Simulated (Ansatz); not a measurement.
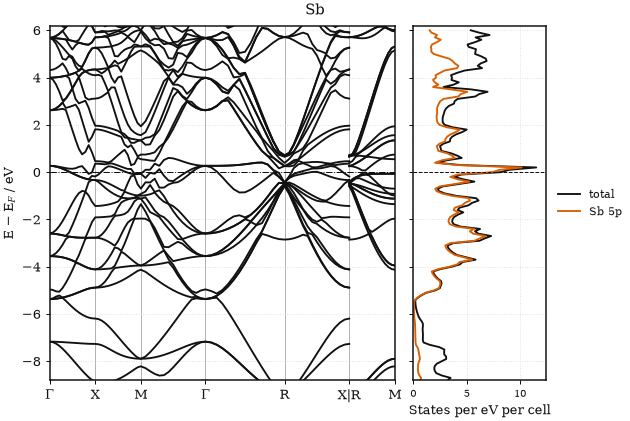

Band structure and density of states. Energies are counted from the Fermi level. The partial curves are projected on Löwdin-orthogonalised atomic shells; they sum to less than the total at higher energies, where shells without a projector contribute.

### What lattice type does the k path imply?

A simple cubic lattice: the path Γ–X–M–Γ–R–X|R–M runs through the special points of its Brillouin zone.

This input was run:

```
crystal:
  lattice:
    - [6.1223580785, 0.0, 0.0]
    - [0.0, 6.1223580785, 0.0]
    - [0.0, 0.0, 6.1223580785]
  atoms:
    - { symbol: Sb, position: [0.5, 0.5, 0.0] }
    - { symbol: Sb, position: [0.0, 0.5, 0.5] }
    - { symbol: Sb, position: [0.5, 0.0, 0.5] }
    - { symbol: Sb, position: [0.5, 0.5, 0.5] }
    - { symbol: Sb, position: [0.5, 0.0, 0.0] }
    - { symbol: Sb, position: [0.0, 0.5, 0.0] }
    - { symbol: Sb, position: [0.0, 0.0, 0.5] }
basis:
  ecutwfc: 420
kpoints:
  mp_grid: { grid: [6, 6, 6] }
  band_path:
    path:
      - [[0.0, 0.0, 0.0], [0.0, 0.5, 0.0], [0.5, 0.5, 0.0], [0.0, 0.0, 0.0], [0.5, 0.5, 0.5], [0.0, 0.5, 0.0]]
      - [[0.5, 0.5, 0.5], [0.5, 0.5, 0.0]]
    npoints: 14
hamiltonian:
  xc: pbe
scf:
  occupations: { method: gaussian, width: 0.1 }
  n_extra_bands: 17
output:
  forces: true
  stress: true
  eigenvalues: true
  populations: true
  dos: { projected: true, de: 0.02, nscf_kmesh: { grid: [8, 8, 8] } }
  bader: true
  write_density: true
  write_potential: true
  elf: true
  volumetric_format: npy
```

Launched with:
```bash
ansatz run input.yaml --threads 1 --pin off --max-ram 2048MiB --backend cpu --events-out ev --progress --plain --runs-dir out
```

### Metal, semiconductor or insulator?

A metal: 3 bands cross the Fermi level along this path.

### What carries the states at the Fermi level?

By projected weight, the states within 0.3 eV of the Fermi level are Sb 5p almost alone.

### What is the density of states at the Fermi level?

The density of states at the Fermi level isn't well fixed here: it changes fast, and within 0.3 eV it runs from 3.8 to 12 per eV and cell.

### Where is the tallest peak in the window, and which states make it?

The tallest peak in the window is at 0.2 eV; by projected weight it is Sb 5p almost alone.

The structure is an invented one, so it need not be a known or stable phase.
